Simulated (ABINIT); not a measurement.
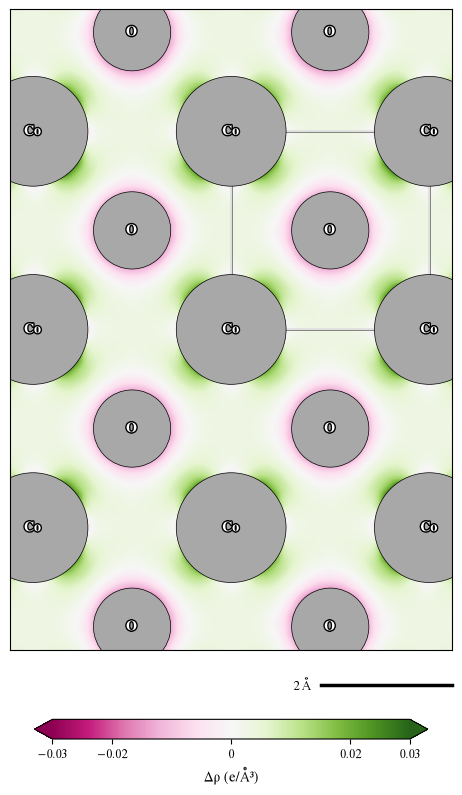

CoO. Difference of the valence pseudo-densities of two functionals at the same geometry, on the (110) plane of the calculation cell: one of PBE and PBEsol less the other.

Both computed with ABINIT (plane waves, PAW), on the same k-point mesh. Grey discs cover the atomic cores.

**Which was subtracted from which, and what does the map show?**

It is PBEsol less PBE. Against PBE, PBEsol gives a change of +0.009 e/Å³ at the midpoint of Co–O.
